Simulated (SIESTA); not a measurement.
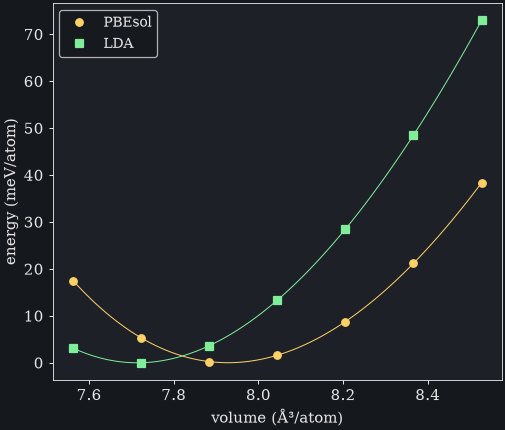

The picture above shows the energy against volume, with one curve for each functional, for SiO₂ (space group P4_2/mnm).

Calculation (SIESTA 5.4.2): DFT in numerical atomic orbitals with pseudopotentials, no spin polarisation; energies at scaled volumes of the given cell, shape and fractions fixed, counted from the fit's minimum, third-order Birch-Murnaghan fit. All runs: no spin polarisation.

k mesh 4×4×8; occupations Fermi–Dirac; smearing width 0.05 eV; potentials PseudoDojo 0.4 standard, converted to PSML, two zetas on semicore shells.

### Order the curves by fitted equilibrium volume, smallest first.

LDA 7.714, PBEsol 7.928 Å³/atom.

### Order the curves by fitted bulk modulus, smallest first.

PBEsol 306.7, LDA 324.7 GPa.

Caveats: mulliken charges of long orbitals; shape and atomic fractions are frozen while scaling, which makes layered, chain and framework solids too stiff.
